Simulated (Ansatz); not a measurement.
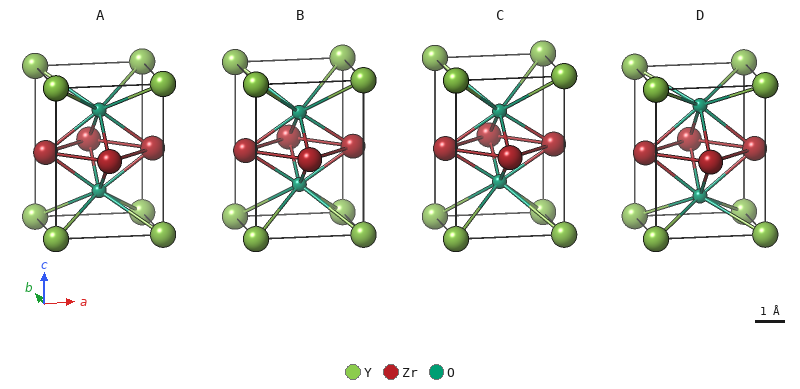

4 geometries from one relaxation of crystalline YZr2O2 (a generated structure, set up in P4/mmm) (coarse preliminary run), in shuffled order. The picture is a ball-and-stick view of the cell of the calculation, seen slightly off an axis.

Theory: Ansatz, DFT PBE, scalar-relativistic, plane waves, PAW. (plane-wave cutoff 420 eV; k-point mesh 4 × 4 × 4; occupations gaussian; smearing width 0.1 eV; no spin polarisation; cell and atoms relaxed; force threshold 0.04 eV/Å; at most 70 steps)

Order the frames from highest to lowest energy.

Answer. D, A, B, C. They are steps 0, 1, 3, 9, at +340 meV per atom, +88.5 meV per atom, +8.2 meV per atom relative to the last. The largest moves relative to the cell, 0.46 Å, are those of O atoms. Zr and Y stay in place. The drawn cell changes as follows: a = b 3.931 → 3.891 Å (−1.0 %), c 5.397 → 5.726 Å (+6.1 %); the volume changes by +3.9 %. Some distances before and after: O–Zr 2.556 → 2.324 Å, O–Y 2.976 → 3.178 Å, Y–Zr 3.338 → 3.461 Å, Zr–Zr 2.779 → 2.751 Å. The space group stays P4/mmm (No. 123). Over 7 accepted moves (9 points after the start) the energy falls by 340 meV per atom. The largest force component goes from 4.2 to 0.0003 eV/Å. Pressure: −4.49 GPa at the start and 0.04 GPa at the end. The SCF was repeated twice at an unchanged geometry on a basis and grid sized afresh for the cell, which shifted the energy by 2.5 meV per atom at most.

Limits of the set-up: the k-point mesh is coarse for a cell with partly filled bands.
